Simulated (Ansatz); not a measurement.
# Polarity and tunnelling in Hf/GaN/Mg, part 2 of 6

Aim: does the conductance of Hf/GaN/Mg change when the barrier's polarity is reversed? The lower electrode is Hf hcp(0001), the upper one Mg hcp(0001); the barrier is GaN zinc blende(111) (whole bilayers). In the first transport cell, after relaxation, the nearest pair of electrode and barrier is Hf–N at 2.10 Å, along the normal, at the lower face and Mg–Ga at 3.05 Å, at a slant, at the upper one. All share a net of side 3.209 Å, which strains the lower electrode by +0.3 %, the upper one by +0.6 % and the barrier by -0.3 %, against typed lattice constants near PBE's. The first steps treat the bulk electrodes alone.

Ansatz 0.2.0; PBE DFT, plane waves, PAW files (the session's first sound run).

So far: Set-up; The strained electrode, electrode Hf hcp(0001); Layer spacing of the electrode, electrode Mg hcp(0001).

## (4) Relaxation, box 44.3 Å, polarity N face on the lower electrode

System of this step: Hf/GaN/Mg. The cell holds 16 atoms: 4 Hf, 4 N, 4 Ga and 4 Mg. Its edges and angles: a = 3.209 Å, b = 3.209 Å, c = 44.312 Å, α = 90.0°, β = 90.0°, γ = 120.0°. Vacuum lies along c.

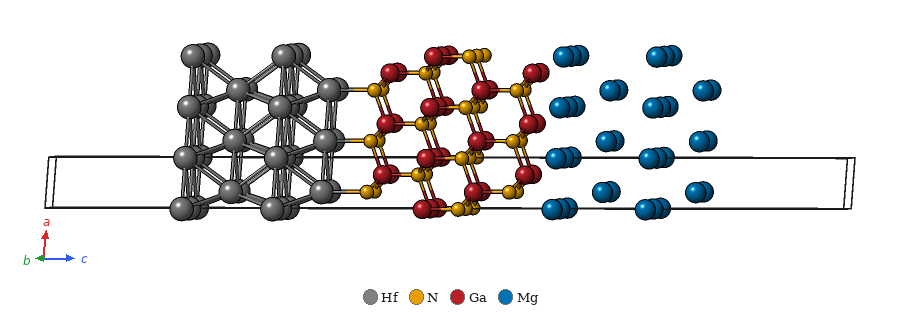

The cell of this step (hafnium grey, nitrogen orange, gallium red, magnesium blue). 3×2×1 cells are drawn. Some periodic images of atoms are drawn too.

Tunnelling depends exponentially on distance, so the interfaces are relaxed first. A short slab in vacuum serves: only the barrier and the layers next to it are taken over, and later cells can add or drop layers in the barrier's middle. The dipole correction removes the field that unlike faces would set up across the vacuum.

input.yaml

```yaml
crystal:
  lattice:
    - [3.209, 0.0, 0.0]
    - [-1.6045, 2.7790755207, 0.0]
    - [0.0, 0.0, 44.3121303595]
  atoms:
    - { symbol: Hf, position: [0.0, 0.0, 0.1805374721] }
    - { symbol: Hf, position: [0.33333333, 0.66666667, 0.2374074282] }
    - { symbol: Hf, position: [0.0, 0.0, 0.2942773842] }
    - { symbol: Hf, position: [0.33333333, 0.66666667, 0.3511473403] }
    - { symbol: "N", position: [0.33333333, 0.66666667, 0.4077909722] }
    - { symbol: Ga, position: [0.66666667, 0.33333333, 0.4226385322] }
    - { symbol: "N", position: [0.66666667, 0.33333333, 0.4671812123] }
    - { symbol: Ga, position: [0.0, 0.0, 0.4820287723] }
    - { symbol: "N", position: [0.0, 0.0, 0.5265714524] }
    - { symbol: Ga, position: [0.33333333, 0.66666667, 0.5414190125] }
    - { symbol: "N", position: [0.33333333, 0.66666667, 0.5859616926] }
    - { symbol: Ga, position: [0.66666667, 0.33333333, 0.6008092526] }
    - { symbol: Mg, position: [0.0, 0.0, 0.6445094823] }
    - { symbol: Mg, position: [0.33333333, 0.66666667, 0.7028271641] }
    - { symbol: Mg, position: [0.0, 0.0, 0.761144846] }
    - { symbol: Mg, position: [0.33333333, 0.66666667, 0.8194625279] }
kpoints:
  mp_grid: { grid: [8, 8, 1] }
scf:
  occupations: { method: fermi_dirac, width: 0.1 }
  max_iter: 150
hamiltonian:
  xc: pbe
efield:
  axis: 3
  dipole_correction: true
relax:
  f_tol: 0.04
  max_steps: 90
output:
  forces: true
```

Launch:

```bash
$ ansatz run input.yaml --threads 4 --pin off --max-ram 10240MiB --backend cpu --events-out ev --progress --plain --runs-dir out
```

Numbers of over 12 decimals in the logs are rounded to 6 here.

The program printed:

```text
[...]
Crystal: 16 atoms, lattice volume = 395.178 Å³
Basis set: ecut = 420 eV, 7817 PW (Γ), exchange–correlation on 48×48×600 points (8 copies of the dense FFT grid, shifted against one another)
Bands: 130, of which v1, the nominal top of the filled ones, is band 108 counted from 1 (107 counted from 0)
Symmetry: 6 space group operations
[...]
k-points: 10 of 64 (time reversal used)
[...]
SCF iter   1: F=—  HF=-87250.153287 eV  |F-HF|=—  |Δ(HF+E_count)|=         —  Δρ=1.16e-2  dr2=1.38e2  ethr=1.77e-3  p=-0.004 e·Å  D=-1.99e-3 V/Å  ΔV_dip=0.09 eV  dr2_dipole=1.68e2  V_vac-E_F(+/−)=4.29/4.21 eV  ⟨swp⟩=6.9  Hψ=5497  notcnv=0  defer=19
efield: sawtooth ramp at fractional position 0.9500 (placed from the atoms, in the widest stretch of the axis that holds none; the zero of the levels goes with the place), width 0.1000; the density the first Hamiltonian is built on has a dipole p = -0.004 e·Å; the dipole correction subtracts the counter field D = -1.99e-3 V/Å, which shifts the + side's vacuum level by +0.09 eV against the − side's; the planar-averaged density in the ramp window peaks in size at 1.0e-4 e/Å³
[...]
SCF iter   2: F=—  HF=-87249.511554 eV  |F-HF|=—  |Δ(HF+E_count)|=   6.42e-1  Δρ=3.21e-3  dr2=3.26e-1  ethr=1.77e-3  p=0.026 e·Å  D=1.20e-2 V/Å  ΔV_dip=-0.53 eV  dr2_dipole=1.26e-1  V_vac-E_F(+/−)=3.80/4.33 eV  ⟨swp⟩=2.2  Hψ=1624  notcnv=0  defer=48
[...]
SCF iter   7: F=-87249.488537 eV  HF=-87249.488554 eV  |F-HF|=1.70e-5  |Δ(HF+E_count)|=   1.23e-5  Δρ=4.99e-5  dr2=2.84e-5  ethr=1.85e-8  p=0.027 e·Å  D=1.21e-2 V/Å  ΔV_dip=-0.54 eV  dr2_dipole=5.52e-7  V_vac-E_F(+/−)=3.79/4.33 eV  ⟨swp⟩=3.5  Hψ=5663  notcnv=0
WARN: efield: at this solve's end the planar-averaged density reaches 3.72e-5 e/Å³ inside the ramp window [0.9274, 0.0726] (bound 1e-5 e/Å³); the window's nearer edge stands 4.78 Å from this solve's nearest atom along the axis. Its work functions, free energy, forces, stress, dipole, levels and responses can be off, and this figure does not tell by how much. A short vacuum, a low `basis.ecutwfc` or `basis.ecutrho_ratio` and negative occupations (`scf.occupations.method`) can put density there. See the manual's quickstart, § The vacuum guard
SCF 1 converged in 7 iterations: F = -87249.488537 eV  dr2 = 2.84e-5
[...]
relax step   1: F+E_penalty+E_count = -87249.48853683 eV  Δ(F+E_penalty+E_count) = +0.000e0 eV  max|allowed force component| = 2.079e0 eV/Å  Δτ_max = 0.0000 Å  (7 SCF iters, dr2 threshold 4.00e-5 eV, accepted)
[...]
SCF iter   1: F=—  HF=-87250.427558 eV  |F-HF|=—  |Δ(HF+E_count)|=         —  Δρ=9.78e-3  dr2=3.18e0  ethr=1.48e-3  p=0.027 e·Å  D=1.21e-2 V/Å  ΔV_dip=-0.54 eV  dr2_dipole=2.02e-1  V_vac-E_F(+/−)=3.76/4.30 eV  ⟨swp⟩=1.0  Hψ=4659  notcnv=0  defer=27
efield: sawtooth ramp at fractional position 0.9500 (handed on by an earlier solve), width 0.1000; the density the first Hamiltonian is built on has a dipole p = 0.027 e·Å; the dipole correction subtracts the counter field D = 1.21e-2 V/Å, which shifts the + side's vacuum level by -0.54 eV against the − side's; the planar-averaged density in the ramp window peaks in size at 2.9e-5 e/Å³
[...]
SCF iter   2: F=—  HF=-87250.265540 eV  |F-HF|=—  |Δ(HF+E_count)|=   1.62e-1  Δρ=5.24e-3  dr2=3.50e-1  ethr=1.47e-3  p=0.024 e·Å  D=1.08e-2 V/Å  ΔV_dip=-0.48 eV  dr2_dipole=8.31e-4  V_vac-E_F(+/−)=3.80/4.28 eV  ⟨swp⟩=3.2  Hψ=2314  notcnv=0  defer=31
[...]
SCF iter   7: F=-87250.211491 eV  HF=-87250.211507 eV  |F-HF|=1.64e-5  |Δ(HF+E_count)|=   7.72e-5  Δρ=6.70e-5  dr2=3.35e-5  ethr=4.63e-8  p=0.025 e·Å  D=1.13e-2 V/Å  ΔV_dip=-0.50 eV  dr2_dipole=1.69e-6  V_vac-E_F(+/−)=3.80/4.30 eV  ⟨swp⟩=3.5  Hψ=5461  notcnv=0
[...]
SCF 2 converged in 7 iterations: F = -87250.211491 eV  dr2 = 3.35e-5
relax step   2: F+E_penalty+E_count = -87250.21149067 eV  Δ(F+E_penalty+E_count) = -7.230e-1 eV  max|allowed force component| = 8.457e-1 eV/Å  Δτ_max = 0.1975 Å  (7 SCF iters, dr2 threshold 1.00e-4 eV, accepted)
[...]
SCF iter   7: F=-87250.448953 eV  HF=-87250.448981 eV  |F-HF|=2.82e-5  |Δ(HF+E_count)|=   3.74e-5  Δρ=6.07e-5  dr2=3.82e-5  ethr=2.07e-8  p=0.024 e·Å  D=1.09e-2 V/Å  ΔV_dip=-0.48 eV  dr2_dipole=5.68e-8  V_vac-E_F(+/−)=3.80/4.28 eV  ⟨swp⟩=4.1  Hψ=5700  notcnv=0
[...]
SCF 3 converged in 7 iterations: F = -87250.448953 eV  dr2 = 3.82e-5
[...]
relax step   3: F+E_penalty+E_count = -87250.44895303 eV  Δ(F+E_penalty+E_count) = -2.375e-1 eV  max|allowed force component| = 1.174e0 eV/Å  Δτ_max = 0.1912 Å  (7 SCF iters, dr2 threshold 4.47e-5 eV, accepted)
[...]
relax step   4: F+E_penalty+E_count = -87250.51133351 eV  Δ(F+E_penalty+E_count) = -6.238e-2 eV  max|allowed force component| = 1.648e-1 eV/Å  Δτ_max = 0.1539 Å  (6 SCF iters, dr2 threshold 1.00e-4 eV, accepted)
[...]
relax step   5: F+E_penalty+E_count = -87250.51247746 eV  Δ(F+E_penalty+E_count) = -1.144e-3 eV  max|allowed force component| = 1.592e-1 eV/Å  Δτ_max = 0.0250 Å  (7 SCF iters, dr2 threshold 1.70e-6 eV, accepted)
SCF iter   1: F=—  HF=-87250.514871 eV  |F-HF|=—  |Δ(HF+E_count)|=         —  Δρ=5.55e-4  dr2=1.28e-2  ethr=3.05e-5  p=0.026 e·Å  D=1.20e-2 V/Å  ΔV_dip=-0.53 eV  dr2_dipole=7.45e-3  V_vac-E_F(+/−)=3.76/4.29 eV  ⟨swp⟩=2.0  Hψ=2409  notcnv=0  defer=42
[...]
SCF iter   7: F=-87250.514276 eV  HF=-87250.514277 eV  |F-HF|=1.65e-8  |Δ(HF+E_count)|=   1.22e-8  Δρ=1.53e-6  dr2=1.89e-8  ethr=4.63e-11  p=0.026 e·Å  D=1.19e-2 V/Å  ΔV_dip=-0.53 eV  dr2_dipole=4.48e-9  V_vac-E_F(+/−)=3.76/4.29 eV  ⟨swp⟩=5.0  Hψ=4667  notcnv=0
[...]
SCF 6 converged in 7 iterations: F = -87250.514276 eV  dr2 = 1.89e-8
relax step   6: F+E_penalty+E_count = -87250.51427649 eV  Δ(F+E_penalty+E_count) = -1.799e-3 eV  max|allowed force component| = 9.346e-3 eV/Å  Δτ_max = 0.0088 Å  (7 SCF iters, accepted)
SCF converged after 7 iterations
Free energy (F): -87250.514276 eV
[...]
Internal energy: -87250.259474 eV  (E = F + TS)
E sigma→0 (E₀):  -87250.386875 eV
Entropy (-TS):   -0.254802 eV (-15.925 meV/atom)
Fermi energy:    7.210560 eV
Dipole field:    D = 0.012012 V/Å  (p = 0.026232 e·Å, saw-weighted, corrected)
Work function:   Φ+ = 3.7580 eV   Φ− = 4.2905 eV
Levels:          The Fermi level and band energies are counted from a zero that moves with the ramp; work functions are not
Vacuum region:   at the solve's end the planar-averaged density reaches 4.30e-5 e/Å³ inside the ramp window [0.9274, 0.0726] (bound 1e-5 e/Å³); by the running means of the window's planes the mean density over a ramp is at most 3.97e-5 e/Å³, which is held to the bound (the quickstart, § The vacuum guard, A window that rings)
[...]
--- Forces (eV/Å), atoms counted from 1 ---
  atom   1  Hf     0.00000000    -0.00000000    -0.00015841
  atom   2  Hf     0.00000000     0.00000000     0.00112872
  atom   3  Hf     0.00000000    -0.00000000     0.00099123
  atom   4  Hf     0.00000000     0.00000000    -0.00082967
  atom   5  N      0.00000000    -0.00000000    -0.00254548
  atom   6  Ga     0.00000000     0.00000000    -0.00088473
  atom   7  N      0.00000000    -0.00000000    -0.00411735
  atom   8  Ga     0.00000000     0.00000000     0.00409436
  atom   9  N      0.00000000    -0.00000000     0.00101552
  atom  10  Ga     0.00000000     0.00000000    -0.00130262
  atom  11  N      0.00000000    -0.00000000    -0.00819545
  atom  12  Ga     0.00000000     0.00000000     0.00934498
  atom  13  Mg    -0.00000000    -0.00000000     0.00035069
  atom  14  Mg    -0.00000000    -0.00000000     0.00030573
  atom  15  Mg     0.00000000     0.00000000     0.00015370
  atom  16  Mg     0.00000000    -0.00000000     0.00063551
  max |Σ_I F_I| component: 1.33e-5 eV/Å
--- Relaxed structure (6 steps of the walk, 6 accepted, 0 SCFs on fresh bases) ---
  F+E_penalty+E_count = -87250.51427649 eV   max|allowed force component| = 9.346e-3 eV/Å
  atoms:
    - { symbol: Hf, position: [3.167865777087324e-17, -5.898059818321144e-17, 0.184376] }
    - { symbol: Hf, position: [0.333333, 0.666667, 0.238320] }
    - { symbol: Hf, position: [3.022355009665881e-17, -5.898059818321144e-17, 0.296692] }
    - { symbol: Hf, position: [0.333333, 0.666667, 0.355010] }
    - { symbol: N, position: [0.333333, 0.666667, 0.402451] }
    - { symbol: Ga, position: [0.666667, 0.333333, 0.417605] }
    - { symbol: N, position: [0.666667, 0.333333, 0.461714] }
    - { symbol: Ga, position: [2.2635288862145656e-17, -5.898059818321144e-17, 0.477019] }
    - { symbol: N, position: [2.210958436909347e-17, -5.898059818321144e-17, 0.521047] }
    - { symbol: Ga, position: [0.333333, 0.666667, 0.536416] }
    - { symbol: N, position: [0.333333, 0.666667, 0.580464] }
    - { symbol: Ga, position: [0.666667, 0.333333, 0.597137] }
    - { symbol: Mg, position: [3.531848732262098e-17, -5.898059818321144e-17, 0.651909] }
    - { symbol: Mg, position: [0.333333, 0.666667, 0.710385] }
    - { symbol: Mg, position: [3.5123748775971786e-17, -5.898059818321144e-17, 0.768354] }
    - { symbol: Mg, position: [0.333333, 0.666667, 0.826814] }
```

Elapsed: 78 s, on 4 threads of Arm Neoverse V1, shared host; peak memory 1.4 GiB.

Relaxation path:

```csv
step,energy less that of the first step (eV),largest force component (eV/Å)
1,0.0000,2.0788
2,-0.7230,0.8457
3,-0.9604,1.1742
4,-1.0228,0.1648
5,-1.0239,0.1592
6,-1.0257,0.0093
```

Forces are held to the 6 operations that the run works with; a distortion that breaks them can't arise in this run.

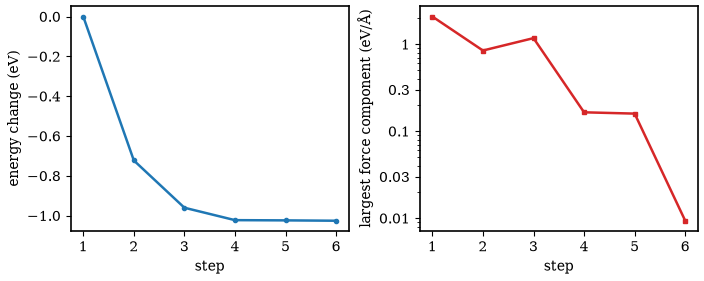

Energy and largest force along the relaxation.

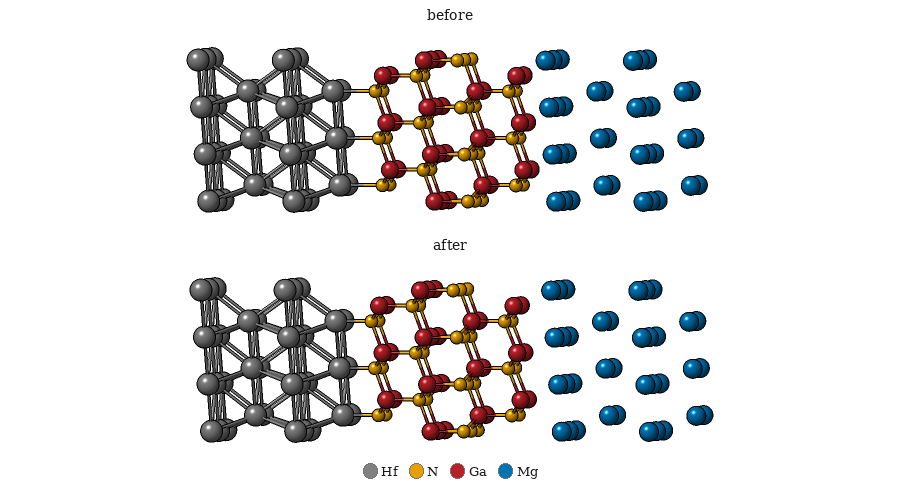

Before and after, at one scale.

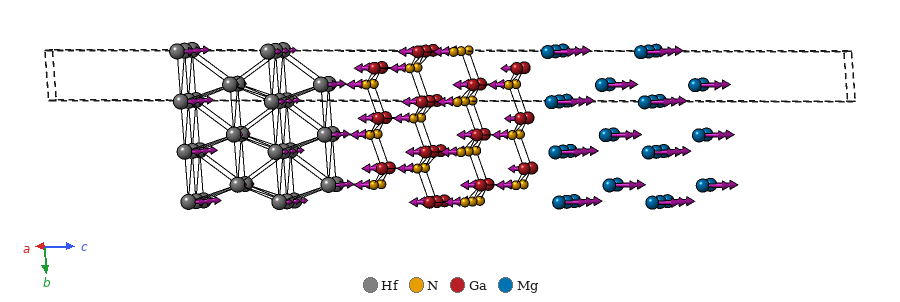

Displacements in the relaxation, exaggerated; the longest in the cell stands for 0.33 Å. 2×3×1 cells are drawn. Some periodic images of atoms are drawn too.

The atoms that moved most (Å):

```csv
atom,dx,dy,dz,length
Mg14,0.000,0.000,0.335,0.335
Mg13,0.000,0.000,0.328,0.328
Mg16,0.000,0.000,0.326,0.326
Mg15,0.000,0.000,0.319,0.319
N9,0.000,0.000,-0.245,0.245
N11,0.000,0.000,-0.244,0.244
N7,0.000,0.000,-0.242,0.242
N5,0.000,0.000,-0.237,0.237
```

This step gave:

```yaml
free_energy: -87250.5143 eV
fermi_energy: 7.211 eV
```

The largest force component on a free atom ends at 0.0093 eV/Å. At one or more of this run's solves the program warned of density in the dipole ramp over its bound, where dipole, forces and levels can be off.

(Part 2 of 6 ends here.)

[Logs are printed without paths, hosts, clocks, repeated set-up lines and the standing remarks that a program may print on its own settings, such as how far it seeks lower states.]

[Hosts, paths, dates, database ids (printed as entryN), source tags and the programs' standing remarks are cut or masked in the printed files.]
